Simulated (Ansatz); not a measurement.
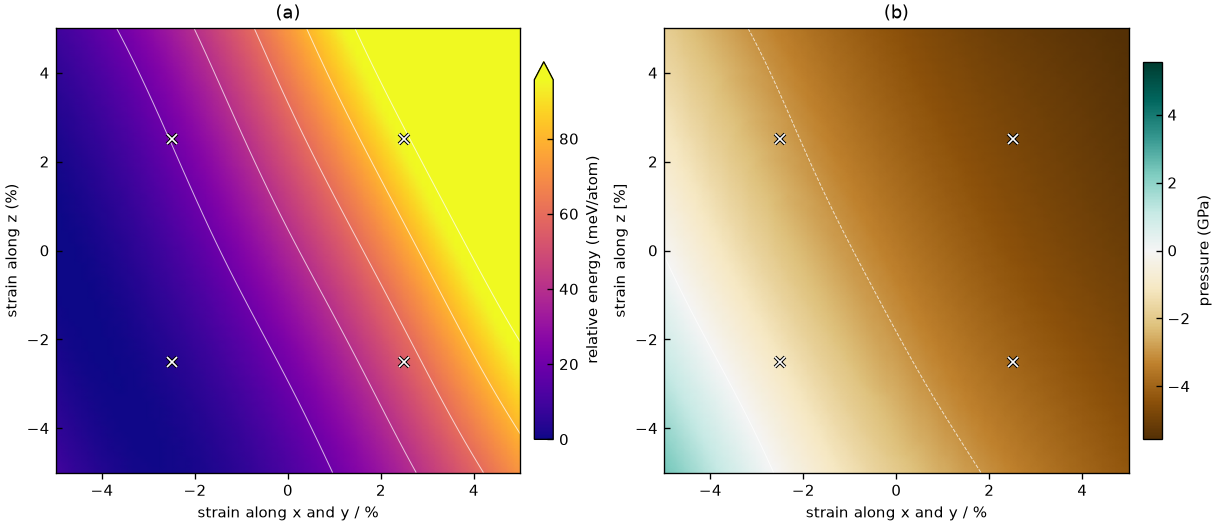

Tl (Fm-3m, No. 225; 1 atom in the cell). The cell is strained homogeneously, by one strain along x and y and another along z, with fractional coordinates fixed (x, y and z along the cube axes). First axis: strain along x and y. Second axis: strain along z. The grid has 5 × 5 points. At 4 points there is no value. Energies are in meV/atom, from the lowest grid point. The reference cell is the one listed in the database, not relaxed at this level. Computed with DFT LDA, scalar-relativistic, plane waves, PAW in Ansatz 0.2.0. Settings: cutoff 420 eV, k-mesh 16×16×16, gaussian smearing 0.15 eV, no spin polarisation.

Panel (a) is the energy and panel (b) the computed pressure on the same grid.

The picture shows a smooth colour map with a few white contour lines, crosses at grid points without a value, one colour for all values above the top of the scale. Between grid points the surface is interpolated.

Question: How does the pressure vary over the map, and what is it at the lowest grid point?

Answer: It runs from −5.6 GPa at strain along x and y = 5.0 %, strain along z = 5.0 % to 2.5 GPa at strain along x and y = −5.0 %, strain along z = −5.0 %. At the lowest grid point, strain along x and y = −5.0 %, strain along z = 0.0 %, it is 0.0 GPa. That point lies on the edge of the scan.

| strain along z ↓, strain along x and y → | −5.0 | −2.5 | 0.0 | 2.5 | 5.0 |
| --- | --- | --- | --- | --- | --- |
| 5.0 | −1.8 | −3.4 | −4.4 | −5.1 | −5.6 |
| 2.5 | −1.0 | – | −4.0 | – | −5.4 |
| 0.0 | 0.0 | −2.1 | −3.5 | −4.4 | −5.1 |
| −2.5 | 1.1 | – | −2.8 | – | −4.7 |
| −5.0 | 2.5 | −0.1 | −2.0 | −3.3 | −4.3 |
